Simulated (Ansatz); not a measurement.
A series of calculations on CsBr and related structures

## 1. Relaxation

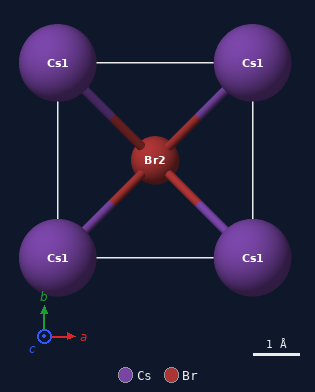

This is the input geometry for a relaxation of crystalline CsBr (set up in Pm-3m). The picture is a ball-and-stick view of the cell of the calculation, seen along the c axis.

Method: DFT PBE, scalar-relativistic, plane waves, PAW in Ansatz.

Input file:
```yaml
crystal:
  lattice:
    - [4.286, 0.0, 0.0]
    - [0.0, 4.286, 0.0]
    - [0.0, 0.0, 4.286]
  atoms:
    - { symbol: Cs, position: [0.0, 0.0, 0.0] }
    - { symbol: Br, position: [0.5, 0.5, 0.5] }
basis:
  ecutwfc: 420
kpoints:
  mp_grid: { grid: [6, 6, 6] }
hamiltonian:
  xc: pbe
scf:
  occupations: { method: gaussian, width: 0.02 }
output:
  forces: true
  stress: true
  eigenvalues: true
  write_density: true
  write_potential: true
  elf: true
  volumetric_format: npy
relax:
  adjacent_minimum: "off"
  f_tol: 0.005
  max_steps: 80
  cell: { stress_tol: 0.05 }
```

Launched with:
```bash
ansatz run input.yaml --threads 4 --pin off --max-ram 9216MiB --backend cpu --events-out ev --progress --plain --runs-dir out
```

Predict the outcome.

Answer. Over 3 accepted moves (4 points after the start) the energy falls by 9.0 meV per atom. All forces vanish by symmetry, so only the cell relaxes. The pressure goes from 1.05 to 0.00 GPa. At 1 point the geometry stayed and the basis and grid were re-selected for the new cell (energy shift of 0.1 meV per atom at most each time). The atoms keep their places relative to the cell (all moves are under 0.005 Å). The volume changes by +7.4 %, with a = b = c 4.286 → 4.389 Å (+2.4 %). Some distances before and after: Cs1–Br2 3.712 → 3.801 Å. The space group stays Pm-3m (No. 221).

Step by step:

```tsv
step	E − E(0), meV/atom	pressure, GPa	volume, Å³/atom	note
0	0.00	1.05	39.366	
1	-5.66	0.60	40.476	
2	-8.85	0.07	42.059	
3	-8.90	0.01	42.282	
4	-8.96	0.00	42.282	same geometry, new basis
```

After the run, drawn alike:

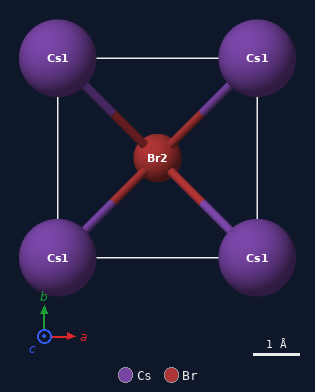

## 2. Relaxation

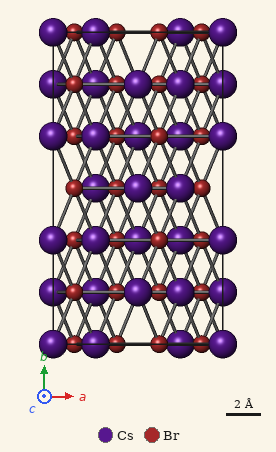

A defect cell of composition Cs11Br12 (cell charge −1), before the relaxation. The picture is a ball-and-stick view of the conventional cell (2 times the calculation's cell), seen along the c axis. Lengths and directions refer to the drawn axes.

Case: Cs vacancy, atoms relaxed.

Level of theory: DFT PBE, scalar-relativistic, plane waves, PAW (Ansatz).

The input:
```yaml
crystal:
  lattice:
    - [8.778620348, 4.389310174, 4.389310174]
    - [4.389310174, -4.389310174, 8.778620348]
    - [8.778620348, -4.389310174, -4.389310174]
  atoms:
    - { symbol: Cs, position: [0.75, 0.0, 0.75] }
    - { symbol: Cs, position: [0.8333333333, 0.3333333333, 0.5] }
    - { symbol: Cs, position: [0.5833333333, 0.3333333333, 0.25] }
    - { symbol: Cs, position: [0.6666666667, 0.6666666667, 0.0] }
    - { symbol: Cs, position: [0.0, 0.0, 0.0] }
    - { symbol: Cs, position: [0.0833333333, 0.3333333333, 0.75] }
    - { symbol: Cs, position: [0.1666666667, 0.6666666667, 0.5] }
    - { symbol: Cs, position: [0.9166666667, 0.6666666667, 0.25] }
    - { symbol: Cs, position: [0.25, 0.0, 0.25] }
    - { symbol: Cs, position: [0.3333333333, 0.3333333333, 0.0] }
    - { symbol: Cs, position: [0.4166666667, 0.6666666667, 0.75] }
    - { symbol: Br, position: [0.375, 0.0, 0.875] }
    - { symbol: Br, position: [0.625, 0.0, 0.125] }
    - { symbol: Br, position: [0.7083333333, 0.3333333333, 0.875] }
    - { symbol: Br, position: [0.4583333333, 0.3333333333, 0.625] }
    - { symbol: Br, position: [0.5416666667, 0.6666666667, 0.375] }
    - { symbol: Br, position: [0.875, 0.0, 0.375] }
    - { symbol: Br, position: [0.9583333333, 0.3333333333, 0.125] }
    - { symbol: Br, position: [0.0416666667, 0.6666666667, 0.875] }
    - { symbol: Br, position: [0.7916666667, 0.6666666667, 0.625] }
    - { symbol: Br, position: [0.125, 0.0, 0.625] }
    - { symbol: Br, position: [0.2083333333, 0.3333333333, 0.375] }
    - { symbol: Br, position: [0.2916666667, 0.6666666667, 0.125] }
total_charge: -1
basis:
  ecutwfc: 420
kpoints:
  mp_grid: { grid: [2, 2, 2] }
hamiltonian:
  xc: pbe
scf:
  occupations: { method: gaussian, width: 0.05 }
output:
  forces: true
  stress: true
  eigenvalues: true
  write_density: true
  write_potential: true
  elf: true
  volumetric_format: npy
relax:
  adjacent_minimum: "off"
  f_tol: 0.02
  max_steps: 50
```

Run as
```bash
ansatz run input.yaml --threads 4 --pin off --max-ram 9216MiB --backend cpu --events-out ev --progress --plain --runs-dir out
```

Q: Predict the outcome.

A: The energy falls by 0.351 eV per cell of the calculation in 3 geometry steps. The largest force component goes from 0.27 to 0.014 eV/Å. The largest moves, 0.31 Å, are those of Cs3, Cs6, Cs8 and Cs11. Cs11 goes along [3 −2 3]. Largest moves by element: Cs 0.31 Å, Br 0.17 Å. The cell stays as it was. Some distances before and after: Cs11–Br14 3.801 → 3.997 Å, Cs11–Br19 3.801 → 3.988 Å, Cs11–Br23 3.801 → 3.976 Å, Cs1–Br14 3.801 → 3.947 Å. The run took 66 s on 4 threads of Arm Neoverse V2 (shared host), peak memory 2.9 GiB.

After the run, drawn alike:

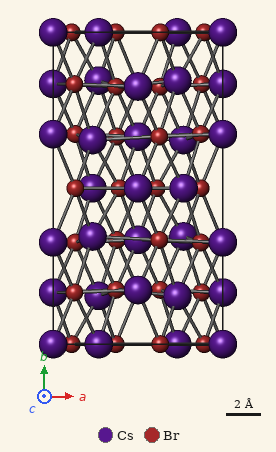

Limits of the set-up: the cell is charged, on a uniform background, and energies carry no finite-size correction.

## 3. Path

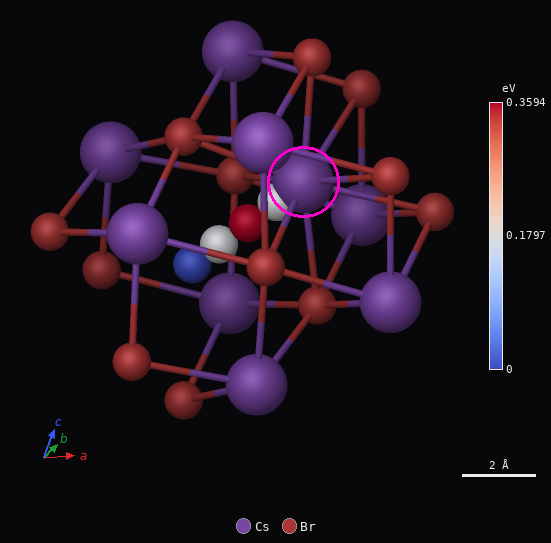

A search for the minimum-energy path of a defect cell of composition Cs11Br12 (cell charge −1) with a Cs vacancy (23 atoms in the cell) by the nudged elastic band. Images are numbered from 0 (start) to 4 (end). The start is drawn whole; smaller spheres mark the moving atoms (Cs) in the later images, joined by lines and coloured by the energy of the image relative to the start. Style: ball-and-stick. Shown: the atoms within 5.5 Å of the middle of the path, from a free direction. The moving atom is ringed, with any periodic copies. Bonds to atoms that aren't drawn are left out.

Method: DFT PBE, scalar-relativistic, plane waves, PAW (Ansatz 0.2.0). Set-up: plane-wave cutoff 420 eV; k-point mesh 2 × 2 × 2; Gaussian smearing 0.05 eV; 3 movable images; climbing image from the first iteration; force threshold 0.05 eV/Å; iteration limit 5.

### Describe the path and its energy.

It is a vacancy jump: a nearby atom moves into the empty site and leaves its own site empty. A Cs atom travels furthest, 3.86 Å from end to end, along [−1 0 −1], on a straight line. At the highest image its nearest neighbour (Br) is 3.40 Å away, against 3.69 Å at the start, and the surrounding atoms stand up to 0.17 Å off the mean of their end positions. The two ends have the same energy, and the highest point, image 2, lies 0.36 eV above the start. The band converged in 3 iterations, with a climbing image at the top.

Limits of the set-up: the cell is charged, on a uniform background, and energies carry no finite-size correction.
